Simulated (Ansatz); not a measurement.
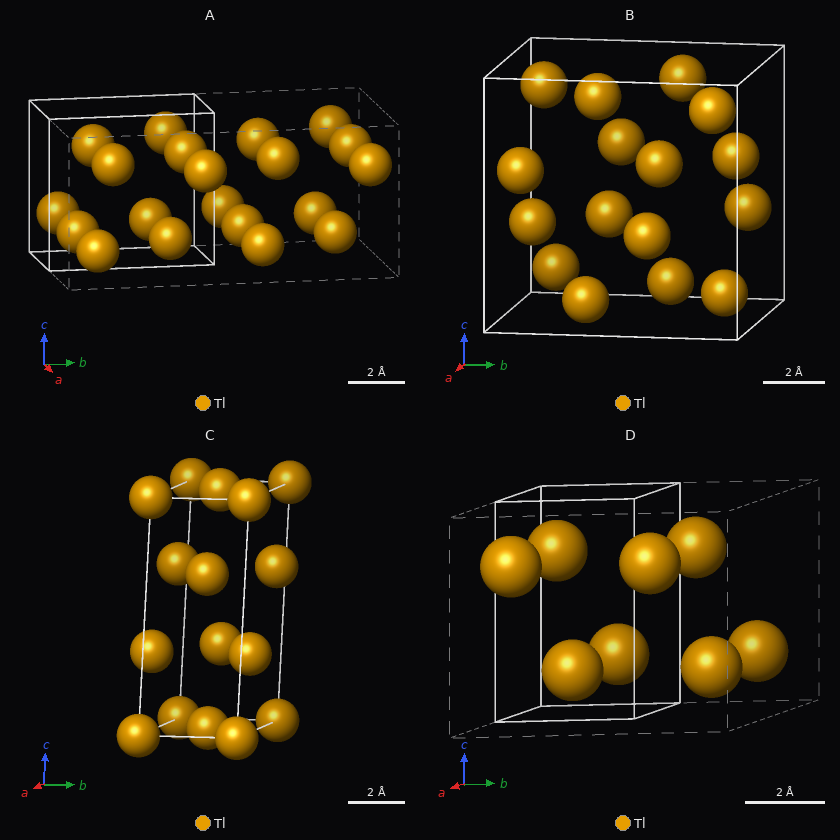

Four structures of Tl, each relaxed to rest (conventional cells in solid outline, small ones repeated, each panel with its own scale). Method: DFT PBE, scalar-relativistic, plane waves, PAW (Ansatz), without spin polarisation.

Question: What are the structures shown?

Answer: A: 4 atoms a cell on a base-centred orthorhombic lattice, Cmcm; B: 16 atoms a cell on a body-centred cubic lattice, Ia-3; C: 6 atoms a cell on a base-centred monoclinic lattice, C2/m; D: hexagonal close-packed (Mg type), P6_3/mmc.

Question: Which of these is lowest in energy, and how far above it do the others lie?

Answer: D, then A (+8 meV/atom), C (+16 meV/atom) and B (+296 meV/atom), energies at zero smearing.

Question: Collect the results in a table.

Answer:
| panel | structure | E − E(lowest) (meV/atom) | volume (Å³/atom) | gap (eV) |
| --- | --- | --- | --- | --- |
| D | P6_3/mmc | 0 | 31.5 | metal |
| A | Cmcm | 8 | 31.5 | metal |
| C | C2/m | 16 | 31.4 | metal |
| B | Ia-3 | 296 | 39.3 | metal |

Some of these may be structure types tried for this composition rather than known phases, and the most stable form need not be among them. Gaps are taken on the k-mesh or band path of each run.
